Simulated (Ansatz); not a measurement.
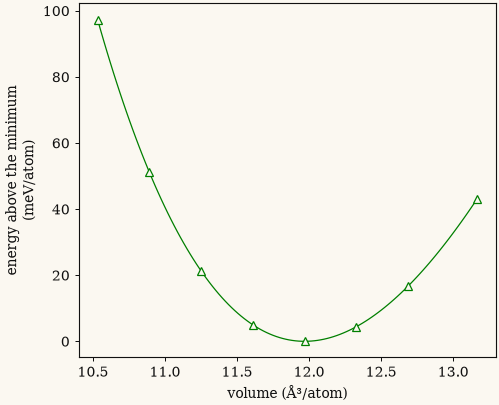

The plot gives the computed energy above the minimum against volume for Cu, space group P6_3/mmc (No. 194).

The given structure:
```cif
data_structure
_symmetry_space_group_name_H-M 'P 1'
_symmetry_Int_Tables_number 1
_cell_length_a 2.5650
_cell_length_b 2.5650
_cell_length_c 4.2013
_cell_angle_alpha 90.000
_cell_angle_beta 90.000
_cell_angle_gamma 120.000
_cell_volume 23.94
loop_
_atom_site_label
_atom_site_type_symbol
_atom_site_fract_x
_atom_site_fract_y
_atom_site_fract_z
_atom_site_occupancy
Cu1 Cu 0.66667 0.33333 0.75000 1
Cu2 Cu 0.33333 0.66667 0.25000 1
```

Method: third-order Birch-Murnaghan fit to density functional energies at scaled volumes of the given relaxed cell, shape and atoms relaxed at each volume; energies count from the fitted minimum; plane waves with PAW datasets, Γ-centred k mesh (Ansatz 0.2.0). Level: PBE, no spin polarisation.

wave cutoff 420 eV; k mesh 24×24×14; occupations Gaussian; smearing width 0.1 eV.

From this curve and the settings, what does the calculation give for the pressure at the same points?

The pressure falls from 24.66 GPa at volume 10.532 Å³/atom to −10.45 GPa at 13.166 Å³/atom, and changes sign near 11.97 Å³/atom.

```tsv
volume (Å³/atom)	pressure (GPa)
10.532	24.66
10.892	16.73
11.251	10.12
11.610	4.61
11.969	0.00
12.328	-3.83
12.687	-7.02
13.166	-10.45
```
